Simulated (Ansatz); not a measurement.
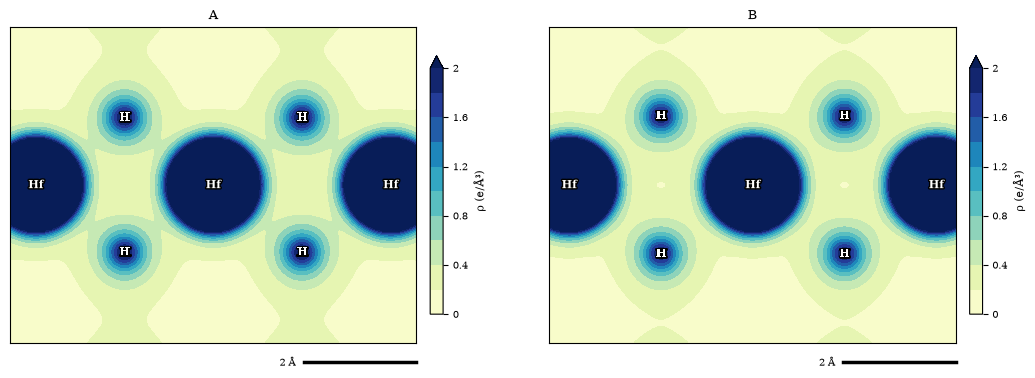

HfH₂. The valence pseudo-density of two cells that differ in size and shape, on the (110) plane of each (indices in the axes of the calculation cell), at one length scale and on one colour scale: B has 8.6 Å³ an atom and A 7.8.

Space group I4/mmm.

Theory: DFT r2SCAN, scalar-relativistic, plane waves, PAW (Ansatz).

In a PAW calculation such maps are meaningful between the atoms, not at the nuclei.

The larger cell:

```
Hf H
1.0
    -1.73246    1.73246    2.15357
     1.73246   -1.73246    2.15357
     1.73246    1.73246   -2.15357
Hf H
1 2
Direct
  0.00000 0.00000 0.00000
  0.75000 0.25000 0.50000
  0.25000 0.75000 0.50000
```

The smaller cell: a = 3.154 Å, b = 3.154 Å, c = 3.154 Å, α = 115.07°, β = 115.07°, γ = 98.77°.

What changes from the larger cell to the smaller?

Answer. From the larger cell to the smaller, Hf–H goes from 2.04 to 1.98 Å, and the density at its midpoint from 0.63 to 0.76 e/Å³; the pressure goes from 0.0 to 17 GPa.
